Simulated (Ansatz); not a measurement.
System: Ta$_{3}$N.

The calculation's input:

```
crystal:
  lattice:
    - [3.0523055267, 0.0, 0.0]
    - [-1.5261527634, 2.6433741262, 0.0]
    - [0.0, 0.0, 7.573967174]
  atoms:
    - { symbol: Ta, position: [0.6666666667, 0.3333333333, 0.82607] }
    - { symbol: Ta, position: [0.3333333333, 0.6666666667, 0.17393] }
    - { symbol: Ta, position: [0.0, 0.0, 0.5] }
    - { symbol: "N", position: [0.0, 0.0, 0.0] }
hamiltonian:
  xc: lda
  pseudopotentials: { kind: paw }
kpoints:
  mp_grid: { grid: [10, 10, 4] }
scf:
  occupations: { method: fermi_dirac, width: 0.05 }
output:
  forces: true
  stress: true
  eigenvalues: true
  write_density: true
  write_potential: true
  elf: true
  volumetric_format: npy
```

Command:

```sh
ansatz run input.yaml --threads 2 --pin off --max-ram 5632MiB --backend cpu --events-out ev --progress --plain --runs-dir out
```

Below, planes, directions and counts refer to the conventional cell (a = 3.05 Å, b = 3.05 Å, c = 7.57 Å, α = 90.00°, β = 90.00°, γ = 120.00°).

Space group P-3m1; a structure from a database of computed crystals, not necessarily the ambient phase; not relaxed (largest force 0.6 eV/Å); computed pressure about −17 GPa in this cell.

These are results of Kohn-Sham DFT of a periodic cell, LDA, Ansatz PAW (Ansatz), not measurements.

Q: What can the converged valence pseudo-density and electron localisation function tell about the bonding?

A: Ta–Ta (3.05 Å): ρ at the midpoint is about 0.24 e/Å³; the ELF is about 0.35 at the midpoint.

Q: Does the calculation make it a metal, or give it a gap?

A: It is gapless in this calculation (a metal or semimetal); semilocal functionals without U, or without the true magnetic order, often close the gap of such compounds.

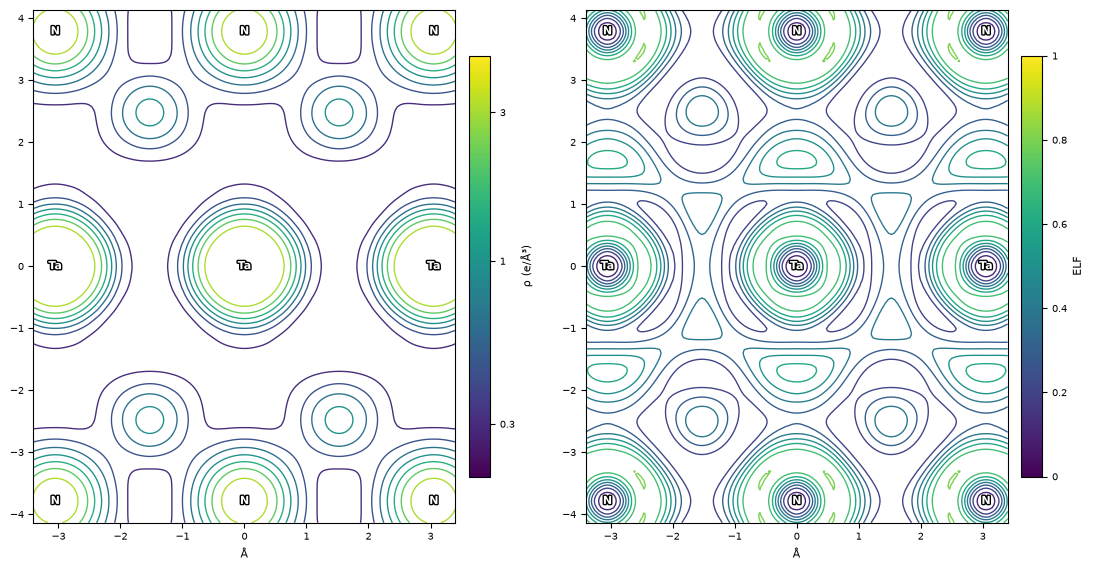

Computed valence pseudo-density and electron localisation function on the (010) plane of the conventional cell, in this order. Atoms just off the plane (Ta, 0.9 Å away) can leave unmarked features too.
